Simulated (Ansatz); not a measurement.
# PbS: a changed input and its effect

System: PbS (Fm-3m, 2 atoms in the cell).
Method of run 1: Kohn-Sham DFT of a periodic cell, PBEsol with D4, Ansatz PAW, no spin polarisation (Ansatz 0.2.0).

The structure derives from an entry of the Crystallography Open Database. Text and figures count atoms from 1; the logs count them from 0 in places.

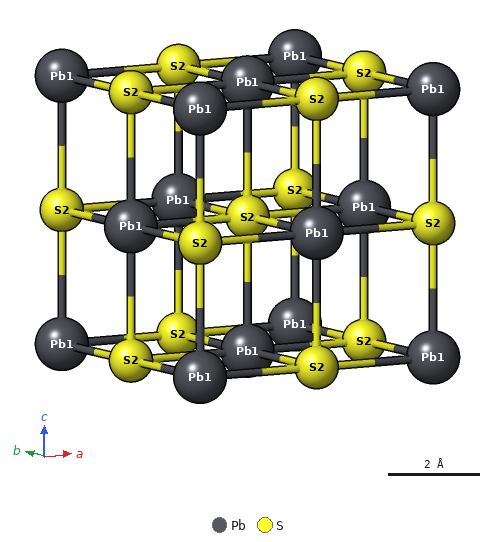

Figure 1. The structure (ball-and-stick view of the cell 4 times as large as that of the calculation, set on its symmetry axes, seen at an oblique angle; atoms are numbered from 1 in the order of the input). Near neighbours in the crystal (not all of them lie inside the picture): Pb has 6 S at 2.99 Å; S has 6 Pb at 2.99 Å.

Input file, run 1:
```yaml
crystal:
  lattice:
    - [0.0, 2.9853913009, 2.9853913009]
    - [2.9853913009, 0.0, 2.9853913009]
    - [2.9853913009, 2.9853913009, 0.0]
  atoms:
    - { symbol: Pb, position: [0.0, 0.0, 0.0] }
    - { symbol: S, position: [0.5, 0.5, 0.5] }
hamiltonian:
  xc: pbesol
  pseudopotentials: { kind: paw }
  dispersion: d4
kpoints:
  mp_grid: { grid: [8, 8, 8] }
scf:
  occupations: { method: fermi_dirac, width: 0.05 }
output:
  forces: true
  stress: true
  eigenvalues: true
```

Launched with:
```bash
ansatz run input.yaml --threads 2 --pin off --max-ram 5120MiB --backend cpu --events-out ev --progress --plain --runs-dir out
```

Hardware: 2 threads of Arm Neoverse V1, 24 GiB of memory available, shared host.

Output, shortened to warnings, some set-up lines, iterations and results (run 1):
```
Basis set: ecut = 420 eV, 1037 PW (Γ), exchange–correlation on 60×60×60 points (8 copies of the dense FFT grid, shifted against one another)
Symmetry: 48 space group operations
k-points: 29 of 512
Initial density: superposition of atomic densities (neutral atoms: chi_scale 0, normalization atom), corrected by the library's trained network
[...]
SCF iter   1: F=—  HF=-12641.351726 eV  |F-HF|=—  |Δ(HF+E_count)|=         —  Δρ=4.01e-3  dr2=1.64e-2  ethr=1.77e-3  ⟨swp⟩=6.0  Hψ=2369  notcnv=0
SCF iter   2: F=—  HF=-12641.346083 eV  |F-HF|=—  |Δ(HF+E_count)|=   5.64e-3  Δρ=1.79e-3  dr2=3.42e-3  ethr=8.21e-5  ⟨swp⟩=1.7  Hψ=682  notcnv=0
SCF iter   3: F=—  HF=-12641.345201 eV  |F-HF|=—  |Δ(HF+E_count)|=   8.81e-4  Δρ=2.45e-4  dr2=3.18e-5  ethr=1.71e-5  ⟨swp⟩=2.0  Hψ=511  notcnv=0
SCF iter   4: F=—  HF=-12641.345199 eV  |F-HF|=—  |Δ(HF+E_count)|=   2.62e-6  Δρ=1.55e-4  dr2=1.42e-5  ethr=1.59e-7  ⟨swp⟩=2.0  Hψ=696  notcnv=0
SCF iter   5: F=—  HF=-12641.345192 eV  |F-HF|=—  |Δ(HF+E_count)|=   6.42e-6  Δρ=4.51e-5  dr2=1.45e-6  ethr=7.09e-8  ⟨swp⟩=2.0  Hψ=598  notcnv=0
SCF iter   6: F=-12641.345192 eV  HF=-12641.345192 eV  |F-HF|=6.23e-8  |Δ(HF+E_count)|=   6.34e-7  Δρ=1.01e-5  dr2=7.16e-8  ethr=5.00e-10  ⟨swp⟩=4.6  Hψ=2112  notcnv=0
SCF 1 converged in 6 iterations: F = -12641.345192 eV  dr2 = 7.16e-8
SCF converged after 6 iterations
Free energy (F): -12641.345192 eV
Harris-Foulkes:  -12641.345192 eV  (|F-HF|=6.23e-8)
Internal energy: -12641.344934 eV  (E = F + TS)
E sigma→0 (E₀):  -12641.345063 eV
Entropy (-TS):   -0.000258 eV (-0.129 meV/atom)
Fermi energy:    8.146389 eV
--- Per-component energies (eV) ---
  E_band       = -62.270623
  E_kinetic    = 392.495969
  E_local      = -1237.209732  (includes V_loc(G=0)·N_el)
  E_nonlocal   = 380.742287
  E_hartree    = 478.878036
  E_xc         = -315.184370
  E_vxc        = -219.956836  (∫ρ·V_xc dr)
  E_paw        = -10837.360967  (= ΣΔE_a)
  E_vpaw       = -336.106933  (= ΣTr[D̂ρ^β])
  E_aug_tail   = 0.000046  (compensation charges beyond the density's cutoff)
  E_ewald      = -1503.399823
  E_disp       = -0.430445  (pairwise vdW)
  E_core_change = 0.124066  (= ΣΔE_core)
  E_smearing   = -0.000258  (= −TS)
  E_closure    = 0.000000  (closes the sum)
  Σ components = -12641.345192   (vs F -12641.345192, Δ=0.00e0)
--- Forces (eV/Å), atoms counted from 1 ---
  atom   1  Pb    -0.00000000     0.00000000    -0.00000000
  atom   2  S      0.00000000    -0.00000000     0.00000000
  max |Σ_I F_I| component: 2.14e-30 eV/Å
--- Stress (GPa, compression-positive) ---
       -3.095579       0.000000       0.000000
       -0.000000      -3.095579      -0.000000
        0.000000       0.000000      -3.095579
  P = ⅓ Tr σ = -3.0956 GPa (-30.956 kbar)
```

The input of run 2 differs as follows (lines with − go, lines with + come):
```diff
-  xc: pbesol
+  xc: { exchange: slater, correlation: vwn5 }
-  dispersion: d4
```

How does run 2 compare with run 1?

The total energies belong to different models, so their difference says nothing on which is more stable or more accurate. The pressure goes from −3.10 to −3.65 GPa. The functional changes from PBEsol to one typed by its parts (see the changed lines). The number of SCF iterations is the same.

Output, shortened to warnings, some set-up lines, iterations and results (run 2):
```
Basis set: ecut = 420 eV, 1037 PW (Γ)
Symmetry: 48 space group operations
k-points: 29 of 512
Initial density: superposition of atomic densities (neutral atoms: chi_scale 0, normalization atom), corrected by the library's trained network
[...]
SCF iter   1: F=—  HF=-12474.008455 eV  |F-HF|=—  |Δ(HF+E_count)|=         —  Δρ=5.45e-3  dr2=2.21e-2  ethr=1.77e-3  ⟨swp⟩=6.0  Hψ=2378  notcnv=0
SCF iter   2: F=—  HF=-12474.001366 eV  |F-HF|=—  |Δ(HF+E_count)|=   7.09e-3  Δρ=2.48e-3  dr2=5.05e-3  ethr=1.10e-4  ⟨swp⟩=1.3  Hψ=654  notcnv=0
SCF iter   3: F=—  HF=-12473.999868 eV  |F-HF|=—  |Δ(HF+E_count)|=   1.50e-3  Δρ=2.49e-4  dr2=3.21e-5  ethr=2.53e-5  ⟨swp⟩=1.8  Hψ=444  notcnv=0
SCF iter   4: F=—  HF=-12473.999865 eV  |F-HF|=—  |Δ(HF+E_count)|=   3.58e-6  Δρ=5.03e-5  dr2=1.03e-6  ethr=1.60e-7  ⟨swp⟩=3.0  Hψ=735  notcnv=0
SCF iter   5: F=—  HF=-12473.999865 eV  |F-HF|=—  |Δ(HF+E_count)|=   2.38e-7  Δρ=1.54e-5  dr2=1.13e-7  ethr=5.16e-9  ⟨swp⟩=2.0  Hψ=696  notcnv=0
SCF iter   6: F=-12473.999865 eV  HF=-12473.999865 eV  |F-HF|=1.35e-9  |Δ(HF+E_count)|=   2.20e-8  Δρ=2.43e-6  dr2=2.22e-9  ethr=5.00e-10  ⟨swp⟩=5.6  Hψ=1952  notcnv=0
SCF 1 converged in 6 iterations: F = -12473.999865 eV  dr2 = 2.22e-9
SCF converged after 6 iterations
Free energy (F): -12473.999865 eV
Harris-Foulkes:  -12473.999865 eV  (|F-HF|=1.35e-9)
Internal energy: -12473.999567 eV  (E = F + TS)
E sigma→0 (E₀):  -12473.999716 eV
Entropy (-TS):   -0.000297 eV (-0.149 meV/atom)
Fermi energy:    7.931176 eV
--- Per-component energies (eV) ---
  E_band       = -65.762849
  E_kinetic    = 393.334249
  E_local      = -1240.886629  (includes V_loc(G=0)·N_el)
  E_nonlocal   = 383.606105
  E_hartree    = 478.733446
  E_xc         = -315.574626
  E_vxc        = -221.257186  (∫ρ·V_xc dr)
  E_paw        = -10669.888473  (= ΣΔE_a)
  E_vpaw       = -338.027957  (= ΣTr[D̂ρ^β])
  E_aug_tail   = 0.000045  (compensation charges beyond the density's cutoff)
  E_ewald      = -1503.399823
  E_core_change = 0.076137  (= ΣΔE_core)
  E_smearing   = -0.000297  (= −TS)
  E_closure    = 0.000000  (closes the sum)
  Σ components = -12473.999865   (vs F -12473.999865, Δ=0.00e0)
--- Forces (eV/Å), atoms counted from 1 ---
  atom   1  Pb    -0.00000000    -0.00000000     0.00000000
  atom   2  S      0.00000000    -0.00000000    -0.00000000
  max |Σ_I F_I| component: 3.06e-30 eV/Å
--- Stress (GPa, compression-positive) ---
       -3.652857      -0.000000       0.000000
        0.000000      -3.652857      -0.000000
        0.000000       0.000000      -3.652857
  P = ⅓ Tr σ = -3.6529 GPa (-36.529 kbar)
```

The two runs side by side:

| quantity | run 1 | run 2 |
| --- | --- | --- |
| outcome | converged | converged |
| free energy per atom (eV) | −6320.6726 | −6236.9999 |
| gap on the mesh (eV) | 0.32 | 0.30 |
| pressure (GPa) | −3.10 | −3.65 |
| largest force (eV/Å) | 0.000 | 0.000 |
| SCF iterations | 6 | 6 |
| irreducible k-points | 29 | 29 |
| plane waves at Γ | 1037 | 1037 |
| wall time (shared host) | 0.92 s | 0.83 s |

For both runs: Spin–orbit coupling is left out, which matters for Pb.
